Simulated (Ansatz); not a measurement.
# Thickness series of a MgB2/Be2C/MgB2 junction, part 2 of 6

Wanted: T(E), the conductance and its decay constant for MgB2/Be2C/MgB2. Both electrodes are MgB2 AlB2(0001); the barrier is Be2C fluorite(111) (whole trilayers). In the first transport cell, after relaxation, the nearest pair of electrode and barrier is B–C at 2.04 Å, along the normal, at the lower face and B–C at 2.04 Å, along the normal, at the upper one. All share a net of side 3.07 Å, which strains the lower electrode by +0.0 % and the barrier by +0.3 %, against typed lattice constants near PBE's. The first steps treat the bulk electrodes alone.

Ansatz 0.2.0; PBE DFT, plane waves, PAW files (the session's first sound run).

So far: Set-up; Layer spacing of the electrode.

## Step 3: Relaxation

System of this step: MgB2/Be2C/MgB2. The cell holds 21 atoms: 4 Mg, 8 B, 6 Be and 3 C. Cell: a = 3.070 Å, b = 3.070 Å, c = 35.028 Å, α = 90.0°, β = 90.0°, γ = 120.0°. Vacuum lies along c.

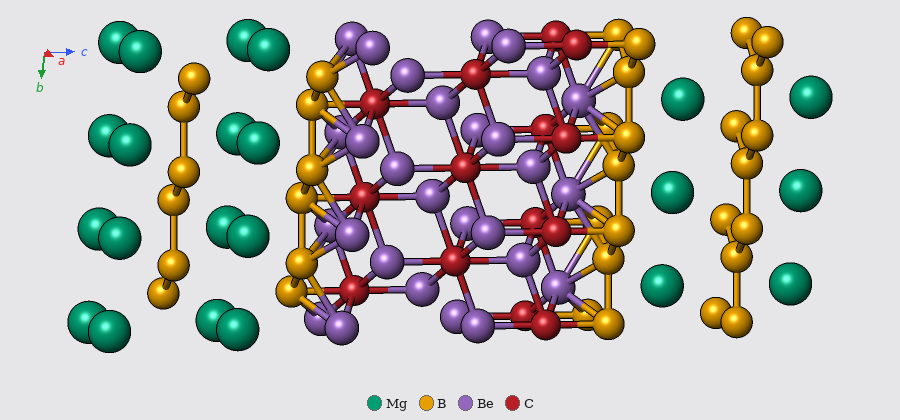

The cell of this step (magnesium teal, boron orange, beryllium purple, carbon red). 1×3×1 cells are drawn. Some periodic images of atoms are drawn too.

Tunnelling depends exponentially on distance, so the interfaces are relaxed first. A short slab in vacuum serves: only the barrier and the layers next to it are taken over, and later cells can add or drop layers in the barrier's middle. The dipole correction removes the field that unlike faces would set up across the vacuum.

input.yaml

```yaml
crystal:
  lattice:
    - [3.07, 0.0, 0.0]
    - [-1.535, 2.6586979896, 0.0]
    - [0.0, 0.0, 35.0280604477]
  atoms:
    - { symbol: Mg, position: [0.0, 0.0, 0.2283883235] }
    - { symbol: B, position: [0.33333333, 0.66666667, 0.2787764973] }
    - { symbol: B, position: [0.66666667, 0.33333333, 0.2787764973] }
    - { symbol: Mg, position: [0.0, 0.0, 0.3291646712] }
    - { symbol: B, position: [0.33333333, 0.66666667, 0.3795528451] }
    - { symbol: B, position: [0.66666667, 0.33333333, 0.3795528451] }
    - { symbol: Be, position: [0.0, 0.0, 0.4109562395] }
    - { symbol: C, position: [0.33333333, 0.66666667, 0.4287649916] }
    - { symbol: Be, position: [0.66666667, 0.33333333, 0.4465737437] }
    - { symbol: Be, position: [0.33333333, 0.66666667, 0.4821912479] }
    - { symbol: C, position: [0.66666667, 0.33333333, 0.5] }
    - { symbol: Be, position: [0.0, 0.0, 0.5178087521] }
    - { symbol: Be, position: [0.66666667, 0.33333333, 0.5534262563] }
    - { symbol: C, position: [0.0, 0.0, 0.5712350084] }
    - { symbol: Be, position: [0.33333333, 0.66666667, 0.5890437605] }
    - { symbol: B, position: [0.66666667, 0.33333333, 0.6204471549] }
    - { symbol: B, position: [0.0, 0.0, 0.6204471549] }
    - { symbol: Mg, position: [0.33333333, 0.66666667, 0.6708353288] }
    - { symbol: B, position: [0.66666667, 0.33333333, 0.7212235027] }
    - { symbol: B, position: [0.0, 0.0, 0.7212235027] }
    - { symbol: Mg, position: [0.33333333, 0.66666667, 0.7716116765] }
kpoints:
  mp_grid: { grid: [8, 8, 1] }
scf:
  occupations: { method: fermi_dirac, width: 0.1 }
  max_iter: 150
hamiltonian:
  xc: pbe
efield:
  axis: 3
  dipole_correction: true
relax:
  f_tol: 0.04
  max_steps: 60
output:
  forces: true
```

Run with:

```console
ansatz run input.yaml --threads 4 --pin off --max-ram 18432MiB --backend cpu --events-out ev --progress --plain --runs-dir out
```

Numbers of over 12 decimals in the logs are rounded to 6 here.

Output:

```text
[...]
Crystal: 21 atoms, lattice volume = 285.906 Å³
Basis set: ecut = 420 eV, 5589 PW (Γ), exchange–correlation on 48×48×480 points (8 copies of the dense FFT grid, shifted against one another)
Bands: 65, of which v1, the nominal top of the filled ones, is band 44 counted from 1 (43 counted from 0)
Symmetry: 6 space group operations
k-points: 10 of 64 (time reversal used)
[...]
SCF iter   1: F=—  HF=-10248.635320 eV  |F-HF|=—  |Δ(HF+E_count)|=         —  Δρ=7.16e-3  dr2=3.28e0  ethr=1.77e-3  p=0.000 e·Å  D=9.55e-14 V/Å  ΔV_dip=-0.00 eV  dr2_dipole=1.07e-6  V_vac-E_F(+/−)=3.74/3.74 eV  ⟨swp⟩=9.6  Hψ=3750  notcnv=0  defer=70
efield: sawtooth ramp at fractional position 0.9500 (placed from the atoms, in the widest stretch of the axis that holds none; the zero of the levels goes with the place), width 0.1000; the density the first Hamiltonian is built on has a dipole p = 0.000 e·Å; the dipole correction subtracts the counter field D = 9.55e-14 V/Å, which shifts the + side's vacuum level by -0.00 eV against the − side's; the planar-averaged density in the ramp window peaks in size at 2.1e-4 e/Å³
[...]
SCF iter   2: F=—  HF=-10248.434473 eV  |F-HF|=—  |Δ(HF+E_count)|=   2.01e-1  Δρ=4.49e-3  dr2=1.68e-1  ethr=1.77e-3  p=0.000 e·Å  D=8.24e-7 V/Å  ΔV_dip=-0.00 eV  dr2_dipole=9.66e-7  V_vac-E_F(+/−)=4.00/4.00 eV  ⟨swp⟩=2.8  Hψ=936  notcnv=0  defer=102
[...]
SCF iter   6: F=-10248.413765 eV  HF=-10248.413771 eV  |F-HF|=6.28e-6  |Δ(HF+E_count)|=   1.99e-5  Δρ=4.12e-5  dr2=9.84e-6  ethr=4.55e-8  p=0.000 e·Å  D=2.13e-8 V/Å  ΔV_dip=-0.00 eV  dr2_dipole=1.13e-9  V_vac-E_F(+/−)=3.99/3.99 eV  ⟨swp⟩=3.7  Hψ=2480  notcnv=0
SCF 1 converged in 6 iterations: F = -10248.413765 eV  dr2 = 9.84e-6
[...]
relax step   1: F+E_penalty+E_count = -10248.41376506 eV  Δ(F+E_penalty+E_count) = +0.000e0 eV  max|allowed force component| = 4.287e0 eV/Å  Δτ_max = 0.0000 Å  (6 SCF iters, dr2 threshold 4.00e-5 eV, accepted)
[...]
SCF iter   1: F=—  HF=-10250.375043 eV  |F-HF|=—  |Δ(HF+E_count)|=         —  Δρ=1.03e-2  dr2=2.07e0  ethr=2.15e-3  p=0.000 e·Å  D=2.13e-8 V/Å  ΔV_dip=-0.00 eV  dr2_dipole=9.16e-10  V_vac-E_F(+/−)=4.21/4.21 eV  ⟨swp⟩=1.0  Hψ=2648  notcnv=0  defer=75
efield: sawtooth ramp at fractional position 0.9500 (handed on by an earlier solve), width 0.1000; the density the first Hamiltonian is built on has a dipole p = 0.000 e·Å; the dipole correction subtracts the counter field D = 2.13e-8 V/Å, which shifts the + side's vacuum level by -0.00 eV against the − side's; the planar-averaged density in the ramp window peaks in size at 5.1e-6 e/Å³
[...]
SCF iter   2: F=—  HF=-10250.307152 eV  |F-HF|=—  |Δ(HF+E_count)|=   6.79e-2  Δρ=7.44e-3  dr2=1.83e0  ethr=2.15e-3  p=-0.000 e·Å  D=-3.17e-7 V/Å  ΔV_dip=0.00 eV  dr2_dipole=8.84e-9  V_vac-E_F(+/−)=3.70/3.70 eV  ⟨swp⟩=3.1  Hψ=974  notcnv=0  defer=76
[...]
SCF iter   5: F=-10250.177561 eV  HF=-10250.177570 eV  |F-HF|=9.09e-6  |Δ(HF+E_count)|=   3.35e-5  Δρ=8.50e-5  dr2=3.30e-5  ethr=1.14e-7  p=0.000 e·Å  D=6.48e-7 V/Å  ΔV_dip=-0.00 eV  dr2_dipole=2.26e-12  V_vac-E_F(+/−)=3.96/3.96 eV  ⟨swp⟩=4.3  Hψ=2546  notcnv=0
SCF 2 converged in 5 iterations: F = -10250.177561 eV  dr2 = 3.30e-5
relax step   2: F+E_penalty+E_count = -10250.17756063 eV  Δ(F+E_penalty+E_count) = -1.764e0 eV  max|allowed force component| = 2.306e0 eV/Å  Δτ_max = 0.1947 Å  (5 SCF iters, dr2 threshold 1.00e-4 eV, accepted)
[...]
SCF iter   5: F=-10250.798100 eV  HF=-10250.798157 eV  |F-HF|=5.69e-5  |Δ(HF+E_count)|=   2.79e-5  Δρ=8.33e-5  dr2=6.86e-5  ethr=1.14e-7  p=-0.000 e·Å  D=-3.90e-7 V/Å  ΔV_dip=0.00 eV  dr2_dipole=4.88e-12  V_vac-E_F(+/−)=3.89/3.89 eV  ⟨swp⟩=4.0  Hψ=2344  notcnv=0
SCF 3 converged in 5 iterations: F = -10250.798100 eV  dr2 = 6.86e-5
relax step   3: F+E_penalty+E_count = -10250.79810027 eV  Δ(F+E_penalty+E_count) = -6.205e-1 eV  max|allowed force component| = 3.165e-1 eV/Å  Δτ_max = 0.1947 Å  (5 SCF iters, dr2 threshold 1.00e-4 eV, accepted)
[...]
relax step   4: F+E_penalty+E_count = -10250.99675574 eV  Δ(F+E_penalty+E_count) = -1.987e-1 eV  max|allowed force component| = 2.785e-1 eV/Å  Δτ_max = 0.1946 Å  (6 SCF iters, dr2 threshold 6.26e-6 eV, accepted)
[...]
relax step   5: F+E_penalty+E_count = -10251.06639371 eV  Δ(F+E_penalty+E_count) = -6.964e-2 eV  max|allowed force component| = 2.721e-1 eV/Å  Δτ_max = 0.2000 Å  (6 SCF iters, dr2 threshold 4.85e-6 eV, accepted)
[...]
relax step   6: F+E_penalty+E_count = -10251.08585893 eV  Δ(F+E_penalty+E_count) = -1.947e-2 eV  max|allowed force component| = 1.152e-1 eV/Å  Δτ_max = 0.0510 Å  (5 SCF iters, dr2 threshold 5.73e-5 eV, accepted)
[...]
relax step   7: F+E_penalty+E_count = -10251.09062686 eV  Δ(F+E_penalty+E_count) = -4.768e-3 eV  max|allowed force component| = 5.698e-2 eV/Å  Δτ_max = 0.0407 Å  (5 SCF iters, dr2 threshold 2.38e-6 eV, accepted)
[...]
relax step   8: F+E_penalty+E_count = -10251.08962261 eV  Δ(F+E_penalty+E_count) = +1.004e-3 eV  max|allowed force component| = 1.103e-1 eV/Å  Δτ_max = 0.0207 Å  (6 SCF iters, rejected (line search))
SCF iter   1: F=—  HF=-10251.091591 eV  |F-HF|=—  |Δ(HF+E_count)|=         —  Δρ=5.41e-4  dr2=1.11e-3  ethr=3.21e-5  p=-0.000 e·Å  D=-6.87e-8 V/Å  ΔV_dip=0.00 eV  dr2_dipole=1.28e-11  V_vac-E_F(+/−)=4.01/4.01 eV  ⟨swp⟩=2.0  Hψ=1169  notcnv=0  defer=114
[...]
SCF iter   6: F=-10251.091327 eV  HF=-10251.091327 eV  |F-HF|=8.58e-9  |Δ(HF+E_count)|=   4.03e-8  Δρ=1.33e-6  dr2=1.42e-8  ethr=7.42e-11  p=0.000 e·Å  D=2.53e-9 V/Å  ΔV_dip=-0.00 eV  dr2_dipole=8.86e-17  V_vac-E_F(+/−)=4.01/4.01 eV  ⟨swp⟩=2.0  Hψ=1794  notcnv=0
[...]
SCF 9 converged in 6 iterations: F = -10251.091327 eV  dr2 = 1.42e-8
relax step   9: F+E_penalty+E_count = -10251.09132731 eV  Δ(F+E_penalty+E_count) = -7.004e-4 eV  max|allowed force component| = 7.906e-3 eV/Å  Δτ_max = 0.0100 Å  (6 SCF iters, accepted)
SCF converged after 6 iterations
Free energy (F): -10251.091327 eV
[...]
Internal energy: -10251.009668 eV  (E = F + TS)
E sigma→0 (E₀):  -10251.050498 eV
Entropy (-TS):   -0.081659 eV (-3.889 meV/atom)
Fermi energy:    4.526354 eV
Dipole field:    D = -0.000000 V/Å  (p = -0.000000 e·Å, saw-weighted, corrected)
Work function:   Φ+ = 4.0137 eV   Φ− = 4.0137 eV
Levels:          The Fermi level and band energies are counted from a zero that moves with the ramp; work functions are not
Vacuum region:   at the solve's end the planar-averaged density reaches 1.75e-5 e/Å³ inside the ramp window [0.9215, 0.0785] (bound 1e-5 e/Å³)
[...]
--- Forces (eV/Å), atoms counted from 1 ---
  atom   1  Mg     0.00000000     0.00000000     0.00060399
  atom   2  B      0.00000000    -0.00000000    -0.00235551
  atom   3  B      0.00000000     0.00000000     0.00264266
  atom   4  Mg     0.00000000    -0.00000000     0.00208777
  atom   5  B      0.00000000    -0.00000000    -0.00304730
  atom   6  B      0.00000000     0.00000000     0.00790481
  atom   7  Be     0.00000000    -0.00000000     0.00094185
  atom   8  C      0.00000000     0.00000000    -0.00096415
  atom   9  Be     0.00000000     0.00000000     0.00239525
  atom  10  Be     0.00000000    -0.00000000     0.00314424
  atom  11  C     -0.00000000     0.00000000    -0.00000239
  atom  12  Be    -0.00000000     0.00000000    -0.00314332
  atom  13  Be     0.00000000    -0.00000000    -0.00239257
  atom  14  C      0.00000000    -0.00000000     0.00096454
  atom  15  Be     0.00000000     0.00000000    -0.00094230
  atom  16  B      0.00000000     0.00000000    -0.00790580
  atom  17  B      0.00000000     0.00000000     0.00304847
  atom  18  Mg     0.00000000     0.00000000    -0.00208754
  atom  19  B      0.00000000    -0.00000000    -0.00264001
  atom  20  B      0.00000000     0.00000000     0.00235180
  atom  21  Mg     0.00000000    -0.00000000    -0.00060476
  max |Σ_I F_I| component: 2.62e-7 eV/Å
--- Relaxed structure (9 steps of the walk, 8 accepted, 0 SCFs on fresh bases) ---
  F+E_penalty+E_count = -10251.09132731 eV   max|allowed force component| = 7.906e-3 eV/Å
  atoms:
    - { symbol: Mg, position: [-2.8394922397123183e-18, -5.678984479424638e-18, 0.216741] }
    - { symbol: B, position: [0.333333, 0.666667, 0.263997] }
    - { symbol: B, position: [0.666667, 0.333333, 0.266137] }
    - { symbol: Mg, position: [-3.438155711047528e-18, -6.876311422095055e-18, 0.315061] }
    - { symbol: B, position: [0.333333, 0.666667, 0.370634] }
    - { symbol: B, position: [0.666667, 0.333333, 0.361968] }
    - { symbol: Be, position: [-1.1236605029232422e-18, -2.2473210058464844e-18, 0.406347] }
    - { symbol: C, position: [0.333333, 0.666667, 0.428988] }
    - { symbol: Be, position: [0.666667, 0.333333, 0.445129] }
    - { symbol: Be, position: [0.333333, 0.666667, 0.482447] }
    - { symbol: C, position: [0.666667, 0.333333, 0.500000] }
    - { symbol: Be, position: [0, -1.2490086441368294e-19, 0.517553] }
    - { symbol: Be, position: [0.666667, 0.333333, 0.554871] }
    - { symbol: C, position: [0, -1.0860928008100835e-19, 0.571012] }
    - { symbol: Be, position: [0.333333, 0.666667, 0.593653] }
    - { symbol: B, position: [0.666667, 0.333333, 0.638032] }
    - { symbol: B, position: [2.174213479226774e-18, 4.348426958453548e-18, 0.629366] }
    - { symbol: Mg, position: [0.333333, 0.666667, 0.684939] }
    - { symbol: B, position: [0.666667, 0.333333, 0.733863] }
    - { symbol: B, position: [3.6030701414116925e-18, 7.206140282823385e-18, 0.736003] }
    - { symbol: Mg, position: [0.333333, 0.666667, 0.783259] }
```

The job ended after 24 s (4 threads of Arm Neoverse V2, shared host; peak memory 0.75 GiB).

The steps of the relaxation:

| step | energy less that of the first step (eV) | largest force component (eV/Å) |
| --- | --- | --- |
| 1 | 0.0000 | 4.2865 |
| 2 | -1.7638 | 2.3056 |
| 3 | -2.3843 | 0.3165 |
| 4 | -2.5830 | 0.2785 |
| 5 | -2.6526 | 0.2721 |
| 6 | -2.6721 | 0.1152 |
| 7 | -2.6769 | 0.0570 |
| 8 | -2.6759 | 0.1103 |
| 9 | -2.6776 | 0.0079 |

Relaxation step 8 was tried and not accepted.

Forces are held to the 6 operations that the run works with; a distortion that breaks them can't arise in this run.

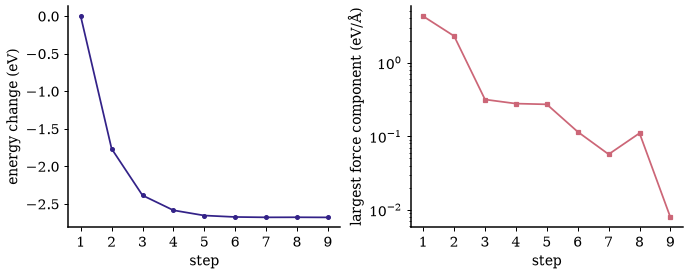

Energy and largest force along the relaxation.

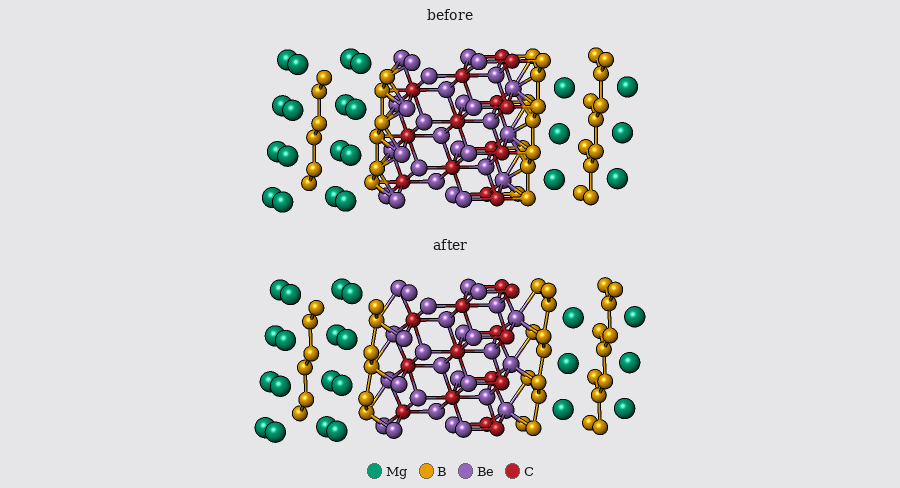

The structure before and after the relaxation, drawn at the same scale. Bonds to atoms that aren't drawn are left out.

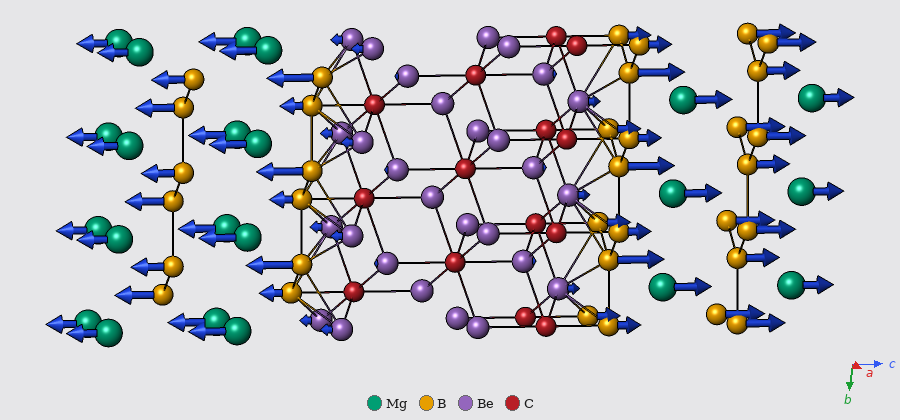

Displacements in the relaxation, exaggerated; the longest in the cell stands for 0.62 Å. 1×3×1 cells are drawn. Some periodic images of atoms are drawn too.

The atoms that moved most (Å):

| atom | dx | dy | dz | length |
| --- | --- | --- | --- | --- |
| B6 | 0.000 | 0.000 | -0.616 | 0.616 |
| B16 | 0.000 | 0.000 | 0.616 | 0.616 |
| B20 | 0.000 | 0.000 | 0.518 | 0.518 |
| B2 | 0.000 | 0.000 | -0.518 | 0.518 |
| Mg4 | 0.000 | 0.000 | -0.494 | 0.494 |
| Mg18 | 0.000 | 0.000 | 0.494 | 0.494 |
| B19 | 0.000 | 0.000 | 0.443 | 0.443 |
| B3 | 0.000 | 0.000 | -0.443 | 0.443 |

The relaxed structure:

```cif
data_structure
_symmetry_space_group_name_H-M 'P 1'
_symmetry_Int_Tables_number 1
_cell_length_a 3.0700
_cell_length_b 3.0700
_cell_length_c 35.0281
_cell_angle_alpha 90.000
_cell_angle_beta 90.000
_cell_angle_gamma 120.000
_cell_volume 285.91
loop_
_atom_site_label
_atom_site_type_symbol
_atom_site_fract_x
_atom_site_fract_y
_atom_site_fract_z
_atom_site_occupancy
Mg1 Mg 0.00000 0.00000 0.21674 1
B2 B 0.33333 0.66667 0.26400 1
B3 B 0.66667 0.33333 0.26614 1
Mg4 Mg 0.00000 0.00000 0.31506 1
B5 B 0.33333 0.66667 0.37063 1
B6 B 0.66667 0.33333 0.36197 1
Be7 Be 0.00000 0.00000 0.40635 1
C8 C 0.33333 0.66667 0.42899 1
Be9 Be 0.66667 0.33333 0.44513 1
Be10 Be 0.33333 0.66667 0.48245 1
C11 C 0.66667 0.33333 0.50000 1
Be12 Be 0.00000 0.00000 0.51755 1
Be13 Be 0.66667 0.33333 0.55487 1
C14 C 0.00000 0.00000 0.57101 1
Be15 Be 0.33333 0.66667 0.59365 1
B16 B 0.66667 0.33333 0.63803 1
B17 B 0.00000 0.00000 0.62937 1
Mg18 Mg 0.33333 0.66667 0.68494 1
B19 B 0.66667 0.33333 0.73386 1
B20 B 0.00000 0.00000 0.73600 1
Mg21 Mg 0.33333 0.66667 0.78326 1
```

Numbers from this step:

- free energy: -10251.0913 eV
- Fermi energy: 4.526 eV

The largest force component on a free atom ends at 0.0079 eV/Å. At one or more of this run's solves the program warned of density in the dipole ramp over its bound, where dipole, forces and levels can be off.

[end of part 2 of 6]

[Logs are printed without paths, hosts, clocks, repeated set-up lines and the standing remarks that a program may print on its own settings, such as how far it seeks lower states.]

[Hosts, paths, dates, database ids (printed as entryN), source tags and the programs' standing remarks are cut or masked in the printed files.]
